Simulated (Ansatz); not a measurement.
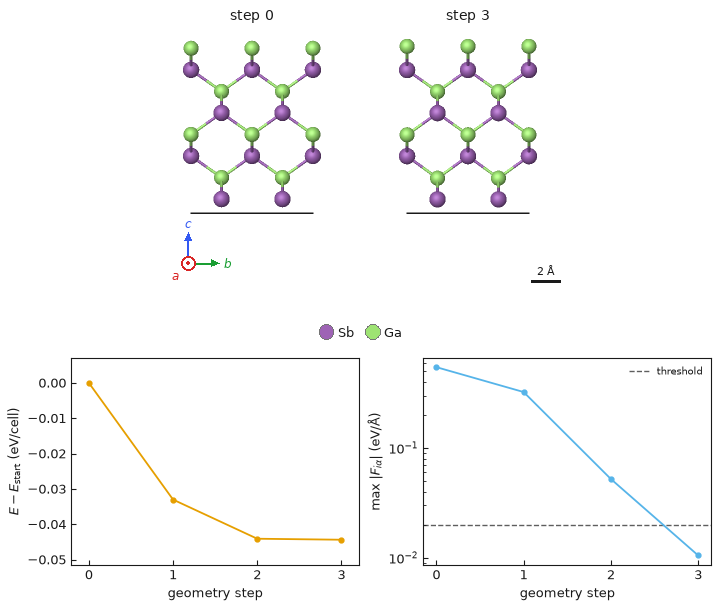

First and last geometry of a relaxation of a slab of composition GaSb (cut from the F-43m phase), with the history of the run. A ball-and-stick model of the 1 × 2 repeat of the cell, outlined in the plane, without the vacuum, seen along the a axis.

Case: (1 0 0) slab, atoms relaxed. The slab is the (1 0 0) face of GaSb.

Level of theory: Ansatz 0.2.0, DFT PBEsol, scalar-relativistic, plane waves, PAW. (plane-wave cutoff 420 eV; k-point mesh 8 × 8 × 1; occupations gaussian; smearing width 0.1 eV; no spin polarisation; dipole correction; atoms relaxed in a fixed cell; force threshold 0.02 eV/Å; at most 60 steps)

> Read the history and describe the run.

It converged. After 3 geometry steps the energy has fallen by 44.4 meV per cell of the calculation. The largest force component goes from 0.54 to 0.011 eV/Å. The largest move relative to the layer's centre is that of a Ga atom, 0.14 Å along the normal (+c). Largest moves by element: Ga 0.14 Å, Sb 0.02 Å. The lattice vectors keep their values. Among the contacts that change: Ga–Sb 2.646 → 2.737 Å, Ga–Sb 2.646 → 2.666 Å, Ga–Sb 2.646 → 2.631 Å. Bond angles that change, for instance: Ga–Sb–Ga 109.5° → 104.3°, Sb–Ga–Sb 109.5° → 104.3°.
